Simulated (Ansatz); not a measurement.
Run report: Mo, geometry relaxation (part 2 of 2)

The same run, continued: Mo (slab, 6 atoms in the cell); DFT PBE, scalar-relativistic, plane waves, PAW, PAW set soft_1, no spin polarisation (Ansatz 0.2.0); cutoff 420 eV, 9×9×1 k-mesh, Gaussian smearing of 0.1 eV. The structure derives from an entry of the Crystallography Open Database. The input holds or restrains some coordinates. Forces given for the steps count only the free coordinates.

Geometry of the input (Å; fractional positions):
```
4.4696  0.0000  0.0000
-2.2348  3.8708  0.0000
0.0000  0.0000  18.5617
Mo 0.6667  0.3333  0.3771
Mo 0.3333  0.6667  0.4263
Mo 0.0000  0.0000  0.4754
Mo 0.6667  0.3333  0.5246
Mo 0.3333  0.6667  0.5737
Mo 0.0000  0.0000  0.6229
```

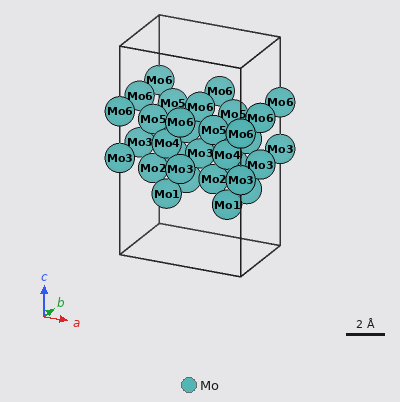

The geometry at step 2 of the log (spheres-only view of the 2 × 2 repeat of the cell, with the vacuum cut short, seen slightly off an axis; atoms are numbered from 1 in the order of the input).

The program's output, continued
```
SCF iter   1: F=—  HF=-29729.494110 eV  |F-HF|=—  |Δ(HF+E_count)|=         —  Δρ=1.42e-2  dr2=2.25e0  ethr=3.01e-3  p=-0.017 e·Å  D=-9.45e-3 V/Å  ΔV_dip=0.18 eV  dr2_dipole=3.44e-1  V_vac-E_F(+/−)=3.88/3.70 eV  ⟨swp⟩=1.0  Hψ=2095  notcnv=0  defer=22
efield: sawtooth ramp at fractional position 0.9800 (handed on by an earlier solve), width 0.0400; the density the first Hamiltonian is built on has a dipole p = -0.017 e·Å; the dipole correction subtracts the counter field D = -9.45e-3 V/Å, which shifts the + side's vacuum level by +0.18 eV against the − side's; the planar-averaged density in the ramp window peaks in size at 4.0e-6 e/Å³
preconditioner: auto → LDOS  [metal: Δε(μ)=0.057 eV  Ē_g=3.611 eV  σ=0.100 eV  W_gap=0.31  n_scr=66 (ndim 8)  ℏωp=12.4 eV  f_vac=0.592  D(μ)=8.16/eV (n_scr^D=66)  β→1.0]
SCF iter   2: F=—  HF=-29729.405923 eV  |F-HF|=—  |Δ(HF+E_count)|=   8.82e-2  Δρ=6.72e-3  dr2=3.58e-1  ethr=2.68e-3  p=-0.019 e·Å  D=-1.05e-2 V/Å  ΔV_dip=0.19 eV  dr2_dipole=1.46e-3  V_vac-E_F(+/−)=3.84/3.65 eV  ⟨swp⟩=2.4  Hψ=844  notcnv=0  defer=22
SCF iter   3: F=—  HF=-29729.383226 eV  |F-HF|=—  |Δ(HF+E_count)|=   2.27e-2  Δρ=3.13e-3  dr2=1.07e-1  ethr=4.26e-4  p=-0.020 e·Å  D=-1.11e-2 V/Å  ΔV_dip=0.21 eV  dr2_dipole=9.40e-3  V_vac-E_F(+/−)=3.86/3.65 eV  ⟨swp⟩=2.8  Hψ=1018  notcnv=0  defer=25
SCF iter   4: F=—  HF=-29729.375486 eV  |F-HF|=—  |Δ(HF+E_count)|=   7.74e-3  Δρ=8.68e-4  dr2=8.77e-3  ethr=1.27e-4  p=-0.020 e·Å  D=-1.14e-2 V/Å  ΔV_dip=0.21 eV  dr2_dipole=7.70e-4  V_vac-E_F(+/−)=3.85/3.64 eV  ⟨swp⟩=2.1  Hψ=736  notcnv=0  defer=23
SCF iter   5: F=—  HF=-29729.375128 eV  |F-HF|=—  |Δ(HF+E_count)|=   3.58e-4  Δρ=2.21e-4  dr2=6.15e-4  ethr=1.04e-5  p=-0.021 e·Å  D=-1.19e-2 V/Å  ΔV_dip=0.22 eV  dr2_dipole=6.88e-5  V_vac-E_F(+/−)=3.85/3.63 eV  ⟨swp⟩=2.0  Hψ=798  notcnv=0  defer=23
SCF iter   6: F=—  HF=-29729.375118 eV  |F-HF|=—  |Δ(HF+E_count)|=   1.07e-5  Δρ=7.20e-5  dr2=4.08e-5  ethr=7.32e-7  p=-0.022 e·Å  D=-1.21e-2 V/Å  ΔV_dip=0.23 eV  dr2_dipole=9.93e-7  V_vac-E_F(+/−)=3.85/3.62 eV  ⟨swp⟩=2.2  Hψ=922  notcnv=0  defer=23
SCF iter   7: F=-29729.375121 eV  HF=-29729.375122 eV  |F-HF|=4.33e-7  |Δ(HF+E_count)|=   3.81e-6  Δρ=1.99e-5  dr2=3.16e-6  ethr=4.38e-8  p=-0.022 e·Å  D=-1.23e-2 V/Å  ΔV_dip=0.23 eV  dr2_dipole=1.67e-7  V_vac-E_F(+/−)=3.85/3.62 eV  ⟨swp⟩=23.2  Hψ=6877  notcnv=0
SCF 3 converged in 7 iterations: F = -29729.375121 eV  dr2 = 3.16e-6
  Residual-converged pass: ⟨swp⟩=1.1  Hψ=661  notcnv=0  max |occ|·‖R‖ = 7.0e-9 eV (tolerance 1.0e-8 eV)  dr2=3.16e-6  dr2_onsite=3.99e-8  max |Δocc| = 3.4e-12
relax step   3: F+E_penalty+E_count = -29729.37512120 eV  Δ(F+E_penalty+E_count) = -6.646e-2 eV  max|allowed force component| = 6.908e-1 eV/Å  Δτ_max = 0.1793 Å  (7 SCF iters, dr2 threshold 3.68e-5 eV, accepted)
SCF iter   1: F=—  HF=-29729.403765 eV  |F-HF|=—  |Δ(HF+E_count)|=         —  Δρ=4.07e-3  dr2=1.44e-1  ethr=2.09e-3  p=-0.022 e·Å  D=-1.23e-2 V/Å  ΔV_dip=0.23 eV  dr2_dipole=1.07e-2  V_vac-E_F(+/−)=3.85/3.62 eV  ⟨swp⟩=2.8  Hψ=989  notcnv=0  defer=18
efield: sawtooth ramp at fractional position 0.9800 (handed on by an earlier solve), width 0.0400; the density the first Hamiltonian is built on has a dipole p = -0.022 e·Å; the dipole correction subtracts the counter field D = -1.23e-2 V/Å, which shifts the + side's vacuum level by +0.23 eV against the − side's; the planar-averaged density in the ramp window peaks in size at 3.0e-6 e/Å³
preconditioner: auto → LDOS  [metal: Δε(μ)=0.042 eV  Ē_g=3.537 eV  σ=0.100 eV  W_gap=0.23  n_scr=66 (ndim 8)  ℏωp=12.4 eV  f_vac=0.590  D(μ)=9.17/eV (n_scr^D=66)  β→1.0]
SCF iter   2: F=—  HF=-29729.397554 eV  |F-HF|=—  |Δ(HF+E_count)|=   6.21e-3  Δρ=1.40e-3  dr2=1.32e-2  ethr=1.72e-4  p=-0.020 e·Å  D=-1.14e-2 V/Å  ΔV_dip=0.21 eV  dr2_dipole=7.82e-4  V_vac-E_F(+/−)=3.86/3.64 eV  ⟨swp⟩=1.6  Hψ=749  notcnv=0  defer=18
SCF iter   3: F=—  HF=-29729.397028 eV  |F-HF|=—  |Δ(HF+E_count)|=   5.26e-4  Δρ=6.65e-4  dr2=4.68e-3  ethr=1.57e-5  p=-0.020 e·Å  D=-1.14e-2 V/Å  ΔV_dip=0.21 eV  dr2_dipole=4.26e-4  V_vac-E_F(+/−)=3.86/3.65 eV  ⟨swp⟩=4.0  Hψ=1305  notcnv=0  defer=18
SCF iter   4: F=—  HF=-29729.396697 eV  |F-HF|=—  |Δ(HF+E_count)|=   3.31e-4  Δρ=2.29e-4  dr2=5.11e-4  ethr=5.57e-6  p=-0.020 e·Å  D=-1.13e-2 V/Å  ΔV_dip=0.21 eV  dr2_dipole=4.09e-5  V_vac-E_F(+/−)=3.86/3.65 eV  ⟨swp⟩=2.3  Hψ=811  notcnv=0  defer=18
SCF iter   5: F=-29729.396650 eV  HF=-29729.396677 eV  |F-HF|=2.71e-5  |Δ(HF+E_count)|=   2.01e-5  Δρ=4.81e-5  dr2=3.28e-5  ethr=9.04e-8  p=-0.020 e·Å  D=-1.12e-2 V/Å  ΔV_dip=0.21 eV  dr2_dipole=1.68e-6  V_vac-E_F(+/−)=3.86/3.66 eV  ⟨swp⟩=20.8  Hψ=6713  notcnv=0
SCF 4 converged in 5 iterations: F = -29729.396650 eV  dr2 = 3.28e-5
relax step   4: F+E_penalty+E_count = -29729.39665000 eV  Δ(F+E_penalty+E_count) = -2.153e-2 eV  max|allowed force component| = 1.086e-1 eV/Å  Δτ_max = 0.0558 Å  (5 SCF iters, dr2 threshold 7.59e-5 eV, accepted)
SCF iter   1: F=—  HF=-29729.397405 eV  |F-HF|=—  |Δ(HF+E_count)|=         —  Δρ=6.17e-4  dr2=1.60e-3  ethr=4.76e-5  p=-0.020 e·Å  D=-1.12e-2 V/Å  ΔV_dip=0.21 eV  dr2_dipole=1.62e-4  V_vac-E_F(+/−)=3.86/3.66 eV  ⟨swp⟩=1.9  Hψ=886  notcnv=0
efield: sawtooth ramp at fractional position 0.9800 (handed on by an earlier solve), width 0.0400; the density the first Hamiltonian is built on has a dipole p = -0.020 e·Å; the dipole correction subtracts the counter field D = -1.12e-2 V/Å, which shifts the + side's vacuum level by +0.21 eV against the − side's; the planar-averaged density in the ramp window peaks in size at 3.0e-6 e/Å³
preconditioner: auto → LDOS  [metal: Δε(μ)=0.044 eV  Ē_g=3.546 eV  σ=0.100 eV  W_gap=0.24  n_scr=66 (ndim 8)  ℏωp=12.4 eV  f_vac=0.590  D(μ)=9.25/eV (n_scr^D=66)  β→1.0]
SCF iter   2: F=—  HF=-29729.397346 eV  |F-HF|=—  |Δ(HF+E_count)|=   5.91e-5  Δρ=2.71e-4  dr2=4.06e-4  ethr=1.91e-6  p=-0.020 e·Å  D=-1.10e-2 V/Å  ΔV_dip=0.20 eV  dr2_dipole=1.31e-6  V_vac-E_F(+/−)=3.87/3.66 eV  ⟨swp⟩=2.0  Hψ=928  notcnv=0
SCF iter   3: F=—  HF=-29729.397321 eV  |F-HF|=—  |Δ(HF+E_count)|=   2.52e-5  Δρ=1.30e-4  dr2=1.22e-4  ethr=4.83e-7  p=-0.020 e·Å  D=-1.10e-2 V/Å  ΔV_dip=0.20 eV  dr2_dipole=3.57e-6  V_vac-E_F(+/−)=3.87/3.67 eV  ⟨swp⟩=3.1  Hψ=1260  notcnv=0
SCF iter   4: F=—  HF=-29729.397311 eV  |F-HF|=—  |Δ(HF+E_count)|=   1.03e-5  Δρ=4.68e-5  dr2=1.37e-5  ethr=1.46e-7  p=-0.019 e·Å  D=-1.10e-2 V/Å  ΔV_dip=0.20 eV  dr2_dipole=3.13e-8  V_vac-E_F(+/−)=3.87/3.67 eV  ⟨swp⟩=2.2  Hψ=715  notcnv=0
SCF iter   5: F=—  HF=-29729.397485 eV  |F-HF|=—  |Δ(HF+E_count)|=   1.74e-4  Δρ=1.06e-5  dr2=1.41e-6  ethr=1.63e-8  p=-0.019 e·Å  D=-1.10e-2 V/Å  ΔV_dip=0.20 eV  dr2_dipole=2.24e-8  V_vac-E_F(+/−)=3.87/3.67 eV  ⟨swp⟩=2.3  Hψ=907  notcnv=0
SCF iter   6: F=—  HF=-29729.397485 eV  |F-HF|=—  |Δ(HF+E_count)|=   1.95e-7  Δρ=4.29e-6  dr2=1.36e-7  ethr=1.68e-9  p=-0.019 e·Å  D=-1.09e-2 V/Å  ΔV_dip=0.20 eV  dr2_dipole=4.59e-10  V_vac-E_F(+/−)=3.88/3.67 eV  ⟨swp⟩=2.0  Hψ=847  notcnv=0
SCF iter   7: F=-29729.397485 eV  HF=-29729.397485 eV  |F-HF|=3.79e-9  |Δ(HF+E_count)|=   1.79e-8  Δρ=1.68e-6  dr2=2.32e-8  ethr=1.19e-10  p=-0.019 e·Å  D=-1.09e-2 V/Å  ΔV_dip=0.20 eV  dr2_dipole=3.13e-10  V_vac-E_F(+/−)=3.88/3.67 eV  ⟨swp⟩=17.4  Hψ=5048  notcnv=0
SCF 5 converged in 7 iterations: F = -29729.397485 eV  dr2 = 2.32e-8
relax step   5: F+E_penalty+E_count = -29729.39748543 eV  Δ(F+E_penalty+E_count) = -8.354e-4 eV  max|allowed force component| = 2.143e-2 eV/Å  Δτ_max = 0.0066 Å  (7 SCF iters, accepted)
WARN: The output density's exchange-correlation potential varies sharply where the density is thin. Do not read a vacuum level from v_tot or v_xc, or from such a field of the output density. On a cell that repeats whose density bears no net charge and no dipole along the vacuum's axis use v_es (v_loc + v_h of the components); under efield.dipole_correction with no amplitude use v_es + v_field, which holds any external_charges[].barrier, or the levels of the report's work_function block, which leave it out; under a non-zero efield.amplitude the vacuum is tilted and has no level; on a cell that repeats and bears such a dipole with no correction it is tilted too, and efield.dipole_correction with no amplitude gives each side of its ramp a level where efield: is served; in a cell that repeats whose density bears a net charge (total_charge, or a fill off its count) it is curved and has none; of a slab under crystal.periodic whose density bears no net charge use v_es, which has a level on each side, short of where the two are joined; of another it falls or rises all the way out and has none; of a slab beside external_charges read slab_vacuum_level instead, which it has where they leave it neutral. The grid or the basis barely resolves most such structure, and the values can differ between equally converged runs; as a rule a tighter scf.convergence.dr2_threshold does not remove it. Where the density itself ripples (under the LDA too) a higher basis.ecutwfc lessens it. The files hold the spikes' plane waves up to the density's cutoff. Files: v_tot_of_output_density and the like, and their columns of v_z.tsv (output.write_potential); v_xc_of_output_density and the like, and their columns of v_comp_z.tsv (output.write_potential_components). Measured: with its Gaussian average of σ = 0.25 Å subtracted twice, the exchange-correlation potential is over 0.1 eV at 387 of the grid points where the equally averaged density (valence and model cores) is under 1e-3 e/Å³, and 0.546 eV at the most among them, at an averaged density of 1.0e-7 e/Å³. The input density's (outcome.potential() and, of a run that writes arrays, v_tot and v_xc) is over 0.1 eV, so measured, at 5 points of its own thin density, 0.161 eV at the most. See output.write_potential in the manual, Limitations
SCF converged after 7 iterations
Free energy (F): -29729.397485 eV
Harris-Foulkes:  -29729.397485 eV  (|F-HF|=3.79e-9)
Internal energy: -29729.351263 eV  (E = F + TS)
E sigma→0 (E₀):  -29729.374374 eV
Entropy (-TS):   -0.046223 eV (-7.704 meV/atom)
Fermi energy:    3.530117 eV
Dipole field:    D = -0.010916 V/Å  (p = -0.019373 e·Å, saw-weighted, corrected)
Work function:   Φ+ = 3.8763 eV   Φ− = 3.6737 eV
Levels:          The Fermi level and band energies are counted from a zero that moves with the ramp; work functions are not
--- Per-component energies (eV) ---
  E_band       = -1779.546091
  E_kinetic    = 2525.183349
  E_local      = -64216.974785  (includes V_loc(G=0)·N_el)
  E_nonlocal   = 898.864570
  E_hartree    = 30641.342693
  E_xc         = -1048.864004
  E_vxc        = -1306.604891  (∫ρ·V_xc dr)
  E_paw        = -19273.612732  (= ΣΔE_a)
  E_vpaw       = -962.642444  (= ΣTr[D̂ρ^β])
  E_aug_tail   = 0.000303  (compensation charges beyond the density's cutoff)
  E_efield     = 0.000106  (sawtooth field / dipole correction)
  E_vefield    = -0.085892  (∫n·V_field dr)
  E_ewald      = 20744.709238
  E_smearing   = -0.046223  (= −TS)
  E_closure    = -0.000000  (closes the sum)
  Σ components = -29729.397485   (vs F -29729.397485, Δ=0.00e0)
--- Forces (eV/Å), atoms counted from 1 ---
  atom   1  Mo     0.00000000     0.00000000     1.55493894
  atom   2  Mo     0.00000000     0.00000000    -0.17600417
  atom   3  Mo    -0.00000000    -0.00000000    -1.36437569
  atom   4  Mo    -0.00000000    -0.00000000    -0.02142870
  atom   5  Mo    -0.00000000    -0.00000000    -0.00566058
  atom   6  Mo    -0.00000000     0.00000000     0.01250456
  max |Σ_I F_I| component: 2.56e-5 eV/Å
--- Band table (eV; the first three rows and the last of 12) ---
  k-point 0: bands = ["-57.6290", "-57.4007", "-57.3520", "-57.3124", "-57.1700", "-57.1037", "-32.0976", "-31.9582", "-31.9582", "-31.9117", "-31.8415", "-31.8415", "-31.7255", "-31.5796", "-31.5796", "-31.2701", "-31.2701", "-31.1696", "-31.0820", "-30.9754", "-30.9754", "-30.8875", "-30.8875", "-30.8808", "-2.5223", "-1.1554", "-1.1554", "-0.1568", "0.5801", "0.5801", "0.9038", "0.9038", "0.9072", "1.0529", "1.6074", "1.6074", "1.8041", "2.2950", "2.2950", "2.3170", "2.3170", "2.5417", "3.4628", "4.6751", "4.6751", "4.7944", "4.7944", "5.0629", "5.2620", "5.2620", "5.6244"]
  k-point 1: bands = ["-57.6194", "-57.4004", "-57.3554", "-57.3121", "-57.1725", "-57.1085", "-32.1159", "-32.0353", "-32.0088", "-31.9228", "-31.7765", "-31.7605", "-31.7318", "-31.5736", "-31.5470", "-31.2627", "-31.2546", "-31.1687", "-31.0871", "-30.9954", "-30.9754", "-30.9142", "-30.8866", "-30.8720", "-2.3641", "-1.0680", "-1.0595", "-0.2357", "0.4117", "0.5090", "0.6471", "0.8251", "0.9710", "1.1419", "1.6250", "1.6931", "1.9745", "2.1993", "2.3525", "2.5095", "2.5487", "2.6350", "3.5396", "4.5086", "4.5331", "4.7939", "4.8235", "5.1092", "5.2016", "5.2892", "5.5894"]
  k-point 2: bands = ["-57.5924", "-57.4034", "-57.3643", "-57.3093", "-57.1791", "-57.1211", "-32.1707", "-32.1376", "-32.0341", "-31.9298", "-31.7759", "-31.7290", "-31.6196", "-31.5318", "-31.4621", "-31.2589", "-31.2460", "-31.1812", "-31.0807", "-31.0543", "-30.9766", "-30.9474", "-30.8842", "-30.8623", "-1.9313", "-0.8744", "-0.7802", "-0.4028", "0.0764", "0.4285", "0.4554", "0.7905", "1.0534", "1.1647", "1.6074", "1.7081", "1.9247", "2.2019", "2.4543", "2.8720", "2.8774", "3.2362", "3.6881", "4.1643", "4.2972", "4.7750", "4.8962", "4.9943", "5.0291", "5.1728", "5.4976"]
  k-point 11: bands = ["-57.4672", "-57.4599", "-57.4057", "-57.2838", "-57.2011", "-57.1551", "-32.2663", "-32.1868", "-32.0389", "-31.8694", "-31.8626", "-31.7718", "-31.5704", "-31.4542", "-31.3475", "-31.2553", "-31.2349", "-31.1489", "-31.1441", "-31.0289", "-30.9883", "-30.9391", "-30.9174", "-30.8392", "-0.7540", "-0.6532", "-0.5608", "-0.2769", "-0.1717", "-0.0663", "1.0993", "1.1426", "1.1647", "1.3809", "1.5162", "1.6424", "2.3106", "2.3323", "2.4952", "2.8774", "2.9628", "3.3343", "3.7406", "4.0928", "4.1768", "4.2240", "4.4909", "4.5208", "4.8159", "4.8924", "5.1590"]
--- Relaxed structure (5 steps of the walk, 5 accepted, 0 SCFs on fresh bases) ---
  F+E_penalty+E_count = -29729.39748543 eV   max|allowed force component| = 2.143e-2 eV/Å
  atoms:
    - { symbol: Mo, position: [0.6666666666666666, 0.33333333333333326, 0.37711976779999995] }
    - { symbol: Mo, position: [0.33333333333333326, 0.6666666666666666, 0.42627186069999995] }
    - { symbol: Mo, position: [0.0, 0.0, 0.47542395359999995] }
    - { symbol: Mo, position: [0.6666666666666666, 0.33333333333333326, 0.5202445077125858] }
    - { symbol: Mo, position: [0.33333333333333326, 0.6666666666666666, 0.5639865971334728] }
    - { symbol: Mo, position: [-2.5019703481096437e-18, -2.501970348128302e-18, 0.6066007413145597] }
```

Trajectory as extended XYZ (Å, eV, eV/Å), 5 frames, from step=1 to step=5
```
6
Lattice="4.4696 0.0000 0.0000 -2.2348 3.8708 0.0000 0.0000 0.0000 18.5617" Properties=species:S:1:pos:R:3:forces:R:3 step=1 energy=-29729.01063
Mo    2.2348    1.2903    7.0000    0.0000   0.0000   1.9227
Mo    0.0000    2.5805    7.9123    0.0000   0.0000   0.4954
Mo    0.0000    0.0000    8.8247    0.0000   0.0000  -0.0294
Mo    2.2348    1.2903    9.7370    0.0000   0.0000   0.0293
Mo    0.0000    2.5805   10.6494    0.0000   0.0000  -0.4954
Mo    0.0000    0.0000   11.5617    0.0000   0.0000  -1.9228
6
Lattice="4.4696 0.0000 0.0000 -2.2348 3.8708 0.0000 0.0000 0.0000 18.5617" Properties=species:S:1:pos:R:3:forces:R:3 step=2 energy=-29729.30867
Mo    2.2348    1.2903    7.0000    0.0000   0.0000   1.6939
Mo    0.0000    2.5805    7.9123    0.0000   0.0000   0.4471
Mo    0.0000    0.0000    8.8247    0.0000   0.0000  -0.6153
Mo    2.2348    1.2903    9.7310    0.0000   0.0000  -0.1369
Mo    0.0000    2.5805   10.5860    0.0000   0.0000  -0.7671
Mo    0.0000    0.0000   11.3657    0.0000   0.0000  -0.6254
6
Lattice="4.4696 0.0000 0.0000 -2.2348 3.8708 0.0000 0.0000 0.0000 18.5617" Properties=species:S:1:pos:R:3:forces:R:3 step=3 energy=-29729.37512
Mo    2.2348    1.2903    7.0000    0.0000   0.0000   1.5637
Mo    0.0000    2.5805    7.9123    0.0000   0.0000  -0.5580
Mo    0.0000    0.0000    8.8247    0.0000   0.0000  -1.6709
Mo    2.2348    1.2903    9.6577    0.0000   0.0000  -0.1419
Mo    0.0000    2.5805   10.4068    0.0000   0.0000   0.6908
Mo    0.0000    0.0000   11.2316    0.0000   0.0000   0.1161
6
Lattice="4.4696 0.0000 0.0000 -2.2348 3.8708 0.0000 0.0000 0.0000 18.5617" Properties=species:S:1:pos:R:3:forces:R:3 step=4 energy=-29729.39665
Mo    2.2348    1.2903    7.0000    0.0000   0.0000   1.5775
Mo    0.0000    2.5805    7.9123    0.0000   0.0000  -0.2096
Mo    0.0000    0.0000    8.8247    0.0000   0.0000  -1.3260
Mo    2.2348    1.2903    9.6630    0.0000   0.0000  -0.0526
Mo    0.0000    2.5805   10.4626    0.0000   0.0000   0.1086
Mo    0.0000    0.0000   11.2662    0.0000   0.0000  -0.0941
6
Lattice="4.4696 0.0000 0.0000 -2.2348 3.8708 0.0000 0.0000 0.0000 18.5617" Properties=species:S:1:pos:R:3:forces:R:3 step=5 energy=-29729.39749
Mo    2.2348    1.2903    7.0000    0.0000   0.0000   1.5549
Mo    0.0000    2.5805    7.9123    0.0000   0.0000  -0.1760
Mo    0.0000    0.0000    8.8247    0.0000   0.0000  -1.3644
Mo    2.2348    1.2903    9.6566    0.0000   0.0000  -0.0214
Mo    0.0000    2.5805   10.4686    0.0000   0.0000  -0.0057
Mo    0.0000    0.0000   11.2596    0.0000   0.0000   0.0125
```

Summary

- outcome: converged under the restraints of the input
- electrons treated: 84
- free energy: −29729.3975 eV
- work function, top face: 3.88 eV
- work function, bottom face: 3.67 eV
- Fermi energy: 3.530 eV
- gap on the k-point mesh: none (metallic)
- final volume: 321.13 Å³
- work function (upper face): 3.88 eV
- largest force (length of the vector) at the end, held atoms and coordinates included: 1.555 eV/Å
- hardware: 2 threads of Arm Neoverse N1, 98 GiB of memory available, shared host
- wall time: 1.9 min (CPU time 3.6 min)
- peak memory: 0.58 GiB

Remarks

The program warns: the exchange-correlation potential is rough where the density is thin.
